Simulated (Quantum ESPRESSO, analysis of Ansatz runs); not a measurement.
# Migration in Al2O3 (R-3c): V_O hop (2.5 Å), charge 0 (Quantum ESPRESSO), part 3 of 3

How high is the barrier when O changes place in Al2O3 (R-3c)? The case: V_O hop (2.5 Å), charge 0, in a cell of 80 host atoms with 1 O taken out.

Quantum ESPRESSO 7.5; Quantum ESPRESSO plane-wave DFT, PBEsol, GBRV 1.5 PBEsol potentials; nudged elastic band between two relaxed defect structures.

So far: Set-up; Relaxation of the start point, charge 0; Relaxation of the end point, charge 0.

## (4) Nudged elastic band, charge 0

3 movable images are laid between the ends by interpolation. Each image feels the true force across the path and a spring force along it. The highest image is set to climb to the top of the path.

This step: Quantum ESPRESSO plane-wave DFT, PBEsol, GBRV 1.5 PBEsol potentials; nudged elastic band between two relaxed defect structures.

neb.in reads:

```
BEGIN
BEGIN_PATH_INPUT
&PATH
  restart_mode = 'from_scratch'
  string_method = 'neb'
  nstep_path = 45
  ds = 1.5
  opt_scheme = 'broyden'
  num_of_images = 5
  k_max = 0.3
  k_min = 0.2
  CI_scheme = 'auto'
  path_thr = 0.06
/
END_PATH_INPUT
BEGIN_ENGINE_INPUT
&CONTROL
  prefix = 'pwscf'
  outdir = './tmp'
  pseudo_dir = './pseudo'
  disk_io = 'low'
/
&SYSTEM
  ibrav = 0
  nat = 79
  ntyp = 2
  ecutwfc = 36
  ecutrho = 288
  nbnd = 193
  occupations = 'fixed'
  nosym = .true.
/
&ELECTRONS
  conv_thr = 8d-08
  electron_maxstep = 100
  mixing_beta = 0.5
/
ATOMIC_SPECIES
Al    26.9815 al_pbesol_v1.uspp.F.UPF
O     15.9990 o_pbesol_v1.2.uspp.F.UPF
CELL_PARAMETERS angstrom
   4.7750098375    2.7568532680    8.6755442391
  -4.7750098375    2.7568532680    8.6755442391
   0.0000000000   -5.5137065361    8.6755442391
BEGIN_POSITIONS
FIRST_IMAGE
ATOMIC_POSITIONS crystal
Al     0.3237383219    0.3250170369    0.3248170548
Al     0.4362479927    0.4198522592    0.4280506386
Al     0.0734960353    0.0742277134    0.0742558204
Al     0.1732849609    0.1780637035    0.1772891442
O      0.2213389273    0.0284778261    0.3752256433
O      0.4714748787    0.1255725832    0.2783387591
O      0.0260700774    0.3757169250    0.2231673113
O      0.3743793292    0.2222174094    0.0281409671
O      0.1246592655    0.2773628434    0.4730953285
O      0.2777796894    0.4718799344    0.1255641975
Al     0.3234019180    0.3244786699    0.8243115383
Al     0.4253857663    0.4262506782    0.9269685867
Al     0.0740108995    0.0737906199    0.5742304197
Al     0.1752331284    0.1761699881    0.6767182721
O      0.2219797115    0.0283095265    0.8751045134
O      0.4728695186    0.1262475670    0.7760152042
O      0.0280429935    0.3751872221    0.7220327493
O      0.3758493057    0.2212246805    0.5281106399
O      0.1245633416    0.2783807249    0.9722396463
O      0.2789621070    0.4712808713    0.6251894655
Al     0.3235169520    0.8243813170    0.3240658023
Al     0.4258393177    0.9264189951    0.4262408970
Al     0.0732613261    0.5734427426    0.0749178211
Al     0.1761050042    0.6754680716    0.1770941916
O      0.2231780082    0.5272216357    0.3747991066
O      0.4722259747    0.6253436942    0.2779665367
O      0.0276109826    0.8750632748    0.2222268810
O      0.3747088188    0.7220645439    0.0282538890
O      0.1247917907    0.7782174020    0.4721271880
O      0.2771963090    0.9727840887    0.1251492270
Al     0.3234646925    0.8235676562    0.8245123526
Al     0.4253849063    0.9259499727    0.9267669821
Al     0.0759953542    0.5731911791    0.5724547647
Al     0.1757997120    0.6762811477    0.6761406752
O      0.2218911040    0.5282710581    0.8751579782
O      0.4717817330    0.6247367510    0.7783390300
O      0.0272423989    0.8754037969    0.7221491611
O      0.3745334146    0.7223607744    0.5283856370
O      0.1247227772    0.7779014238    0.9724857399
O      0.2778257424    0.9717037232    0.6255756745
Al     0.8127584887    0.3224535343    0.3307538288
Al     0.9256222611    0.4255248452    0.4254260630
Al     0.5730153993    0.0742354579    0.0748014999
Al     0.6759599759    0.1761286692    0.1762177925
O      0.7212588918    0.0294339003    0.3755915119
O      0.9702389341    0.1253819656    0.2790786634
O      0.5289684271    0.3745009210    0.2217798062
O      0.8747826089    0.2220868193    0.0281104897
O      0.7769578369    0.4726203076    0.1251343263
Al     0.8235908217    0.3242802269    0.8239473209
Al     0.9258677125    0.4263544556    0.9261609238
Al     0.5732058917    0.0722881910    0.5752772727
Al     0.6760826779    0.1750330442    0.6784841095
O      0.7215313718    0.0276972968    0.8761097505
O      0.9715126670    0.1248946681    0.7787415675
O      0.5280764728    0.3748623925    0.7209103343
O      0.8734112859    0.2223265103    0.5292346093
O      0.6246648712    0.2782113778    0.9717115516
O      0.7778726313    0.4720511818    0.6249139995
Al     0.8240130966    0.8233605244    0.3242308536
Al     0.9259397827    0.9261563893    0.4259935396
Al     0.5734378400    0.5740063162    0.0743832288
Al     0.6758243405    0.6760585692    0.1764303960
O      0.7201300146    0.5286008583    0.3760724374
O      0.9714460310    0.6248253164    0.2786556789
O      0.5277884102    0.8752728802    0.2222746294
O      0.8745907230    0.7221610966    0.0284979032
O      0.6247439955    0.7785842590    0.4722755021
O      0.7776564104    0.9721439521    0.1257331132
Al     0.8238764812    0.8236863207    0.8245670615
Al     0.9259599772    0.9258776802    0.9269186485
Al     0.5733843368    0.5741833451    0.5744071520
Al     0.6763925367    0.6757040398    0.6762082422
O      0.7215811302    0.5281467460    0.8752343409
O      0.9719999397    0.6253190756    0.7777527092
O      0.5278379741    0.8744990407    0.7226411638
O      0.8749784100    0.7223683934    0.5282615058
O      0.6246002076    0.7789354768    0.9716351967
O      0.7766132420    0.9743486491    0.6241988285
INTERMEDIATE_IMAGE
ATOMIC_POSITIONS crystal
Al     0.3235622547    0.3248442432    0.3246410264
Al     0.4333781148    0.4216473851    0.4275414678
[... 77 atom lines left out ...]
INTERMEDIATE_IMAGE
ATOMIC_POSITIONS crystal
Al     0.3234175017    0.3246817138    0.3244979225
Al     0.4309015759    0.4231628450    0.4271242830
[... 77 atom lines left out ...]
INTERMEDIATE_IMAGE
ATOMIC_POSITIONS crystal
Al     0.3232917609    0.3244953660    0.3243762031
Al     0.4283465256    0.4247633804    0.4266631360
[... 77 atom lines left out ...]
LAST_IMAGE
ATOMIC_POSITIONS crystal
Al     0.3231636808    0.3242875579    0.3242471191
Al     0.4255856754    0.4264770267    0.4261727398
[... 13 atom lines left out ...]
O      0.4740597599    0.1238572033    0.7773591261
[... 1 atom line left out ...]
O      0.3740451049    0.2224653153    0.5285317605
[... 22 atom lines left out ...]
Al     0.8241447628    0.3239677723    0.3241635887
[... 3 atom lines left out ...]
O      0.7208760929    0.0278477904    0.3766338418
O      0.9710600609    0.1248356248    0.2796928523
[... 5 atom lines left out ...]
Al     0.5717812443    0.0750685002    0.5739960037
Al     0.6747096343    0.1780930905    0.6768132593
[... 3 atom lines left out ...]
O      0.8744961757    0.2207385089    0.5288388554
[... 3 atom lines left out ...]
Al     0.9193942256    0.9277770633    0.4371685504
[... 8 atom lines left out ...]
Al     0.8220363710    0.8304314755    0.8136065646
[... 8 atom lines left out ...]
O      0.6259412672    1.2757942665    0.4734667201
END_POSITIONS
K_POINTS gamma
END_ENGINE_INPUT
END
```

The run is started by

```sh
OMP_NUM_THREADS=1 mpirun -n 4 neb.x -ni 2 -inp neb.in > neb.out
```

Log:

```text
[shortened: banners, details of potentials and solvers, and blank lines are left out]
[banner, memory and clock lines left out]
     path-images division:  nimage    =       2
     initial path length           =  4.7787 bohr
     initial inter-image distance  =  1.1947 bohr
     string_method                 =    neb
     restart_mode                  =    from_scratch
     opt_scheme                    =    broyden
     num_of_images                 =    5
     nstep_path                    =    45
     CI_scheme                     =    auto
     first_last_opt                =    F
     use_freezing                  =    F
     ds                            =    1.5000 a.u.
     k_max                         =    0.3000 a.u.
     k_min                         =    0.2000 a.u.
     path_thr                      =    0.0600 eV / A
     ------------------------------ iteration   1 ------------------------------
     activation energy (->) =   4.064730 eV
     activation energy (<-) =   4.064824 eV
     image        energy (eV)        error (eV/A)        frozen
         1     -23655.4759024            0.016549            T
         2     -23653.4098307            3.069816            F
         3     -23651.4111723            3.204680            F
         4     -23653.4091744            2.446284            F
         5     -23655.4759961            0.023944            T
     climbing image =  3
     path length          =  4.779 bohr
     inter-image distance =  1.195 bohr
     ------------------------------ iteration   2 ------------------------------
     activation energy (->) =   3.646077 eV
     activation energy (<-) =   3.646170 eV
     image        energy (eV)        error (eV/A)        frozen
         1     -23655.4759024            0.016549            T
         2     -23653.5908415            1.155418            F
         3     -23651.8298257            0.874494            F
         4     -23653.5900856            1.058475            F
         5     -23655.4759961            0.023944            T
     climbing image =  3
     path length          =  4.893 bohr
[...]
------------------------------ iteration   3 ------------------------------
     activation energy (->) =   3.522616 eV
     activation energy (<-) =   3.522710 eV
     image        energy (eV)        error (eV/A)        frozen
         1     -23655.4759024            0.016549            T
         2     -23653.5949277            0.444825            F
         3     -23651.9532863            0.634600            F
         4     -23653.5942001            0.434923            F
         5     -23655.4759961            0.023944            T
     climbing image =  3
     path length          =  4.939 bohr
[...]
------------------------------ iteration   4 ------------------------------
     activation energy (->) =   3.452956 eV
     activation energy (<-) =   3.453050 eV
     image        energy (eV)        error (eV/A)        frozen
         1     -23655.4759024            0.016549            T
         2     -23653.5977981            0.221670            F
         3     -23652.0229465            0.202563            F
         4     -23653.5972010            0.277173            F
         5     -23655.4759961            0.023944            T
     climbing image =  3
     path length          =  5.047 bohr
[...]
------------------------------ iteration   5 ------------------------------
     activation energy (->) =   3.438475 eV
     activation energy (<-) =   3.438569 eV
     image        energy (eV)        error (eV/A)        frozen
         1     -23655.4759024            0.016549            T
         2     -23653.6330509            0.127941            F
         3     -23652.0374272            0.161174            F
         4     -23653.6325347            0.166768            F
         5     -23655.4759961            0.023944            T
     climbing image =  3
     path length          =  5.063 bohr
[...]
------------------------------ iteration   6 ------------------------------
     activation energy (->) =   3.414549 eV
     activation energy (<-) =   3.414643 eV
     image        energy (eV)        error (eV/A)        frozen
         1     -23655.4759024            0.016549            T
         2     -23653.6795338            0.104869            F
         3     -23652.0613535            0.075846            F
         4     -23653.6791786            0.095922            F
         5     -23655.4759961            0.023944            T
     climbing image =  3
     path length          =  5.124 bohr
[...]
------------------------------ iteration   7 ------------------------------
     activation energy (->) =   3.409731 eV
     activation energy (<-) =   3.409825 eV
     image        energy (eV)        error (eV/A)        frozen
         1     -23655.4759024            0.016549            T
         2     -23653.6819841            0.066097            F
         3     -23652.0661710            0.059972            F
         4     -23653.6816547            0.058202            F
         5     -23655.4759961            0.023944            T
     climbing image =  3
     path length          =  5.130 bohr
[...]
------------------------------ iteration   8 ------------------------------
     activation energy (->) =   3.403021 eV
     activation energy (<-) =   3.403115 eV
     image        energy (eV)        error (eV/A)        frozen
         1     -23655.4759024            0.016549            T
         2     -23653.6785748            0.064636            F
         3     -23652.0728814            0.039674            F
         4     -23653.6783411            0.054690            F
         5     -23655.4759961            0.023944            T
     climbing image =  3
     path length          =  5.149 bohr
[...]
------------------------------ iteration   9 ------------------------------
     activation energy (->) =   3.400954 eV
     activation energy (<-) =   3.401048 eV
     image        energy (eV)        error (eV/A)        frozen
         1     -23655.4759024            0.016549            T
         2     -23653.6711672            0.075578            F
         3     -23652.0749484            0.037712            F
         4     -23653.6711535            0.080282            F
         5     -23655.4759961            0.023944            T
     climbing image =  3
     path length          =  5.198 bohr
[...]
------------------------------ iteration  10 ------------------------------
     activation energy (->) =   3.399817 eV
     activation energy (<-) =   3.399911 eV
     image        energy (eV)        error (eV/A)        frozen
         1     -23655.4759024            0.016549            T
         2     -23653.6806733            0.027396            F
         3     -23652.0760854            0.030098            F
         4     -23653.6806152            0.032753            F
         5     -23655.4759961            0.023944            T
     climbing image =  3
     path length          =  5.181 bohr
     inter-image distance =  1.295 bohr
     neb: convergence achieved in  10 iterations
```

Wall time 14 min (4 MPI ranks of Arm Neoverse V2, shared host); peak memory 1.7 GiB.

The path, image by image:

```
image  path (Å)  energy (eV)       O79: x, y, z (Å)
    0     0.000       0.0000  -0.944, 1.385, 20.606
    1     0.754       1.7952  -1.433, 1.878, 20.608
    2     1.371       3.3998  -1.897, 2.228, 20.606
    3     1.988       1.7953  -2.432, 2.455, 20.604
    4     2.742      -0.0001  -3.103, 2.632, 20.606
```

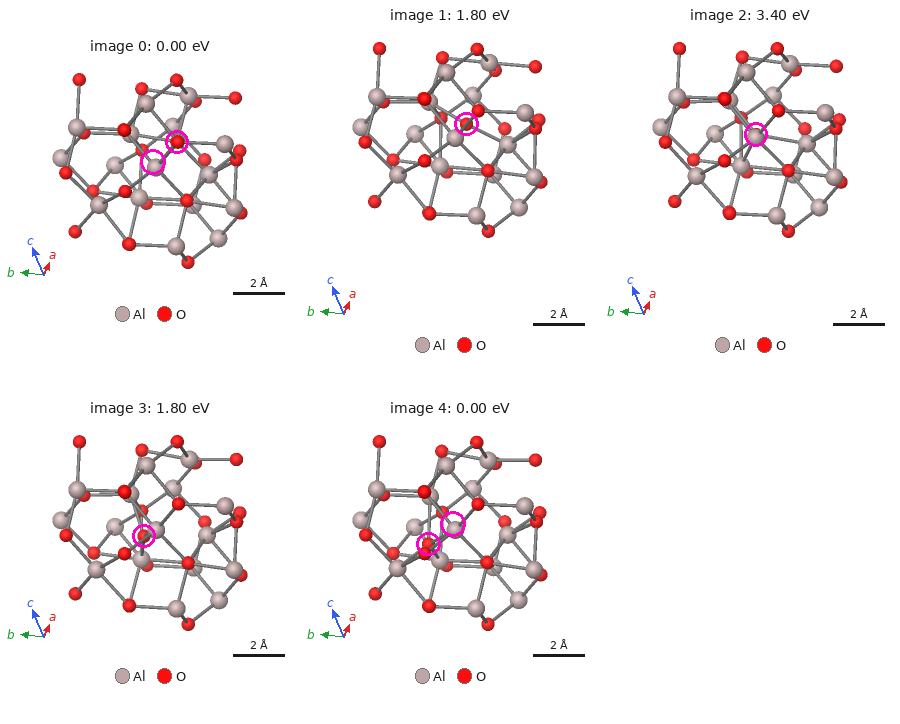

Images along the path; O79 is ringed. A ring with no atom in it marks the empty centre.

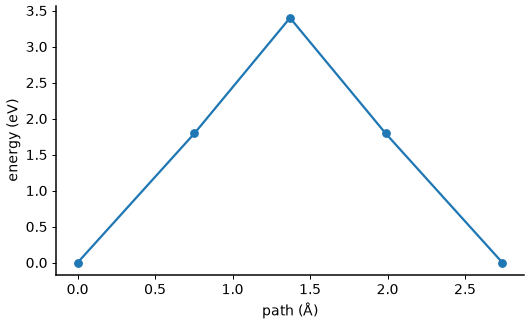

Energy along the path.

Numbers from this step:

```yaml
barrier_forward: 3.400 eV
barrier_backward: 3.400 eV
end_less_start: -9.38e-5 eV
hop_length: 2.493 Å
```

The band met its tolerance of 0.06 eV/Å after 10 iterations, with image 2 on top (the start counts as 0). O79, which moves farthest between the ends, has 4 Al at 1.87 to 1.97 Å nearest at the start and 4 Al at 1.79 to 2.05 Å at the top.

## (5) What came out

```
barrier forward                         : 3.40 eV
barrier backward                        : 3.40 eV
end less start                          : 0.00 eV
hop length                              : 2.49 Å
band iterations, as the log counts them : 10
```

In words: The top of the band lies 3.40 eV above the start and 3.40 eV above the end, which are alike in energy and neighbours. With an assumed prefactor of 1e13 per second it gives one hop a second along this one path at about 1320 K; whether such hops link up through the crystal wasn't checked. The order of the top as a saddle was not checked for all atoms, so a bent path could be lower. What this leaves open: sampling at the zone centre alone can move energies of charged and open-shell states by tenths of an eV or more in cells of this size. The cutoff of 36 Ry is under the 40 Ry advised for these potentials.

[Logs are printed without paths, hosts, clocks, repeated set-up lines and the standing remarks that a program may print on its own settings, such as how far it seeks lower states.]

[Hosts, paths, dates, database ids (printed as entryN), source tags and the programs' standing remarks are cut or masked in the printed files.]
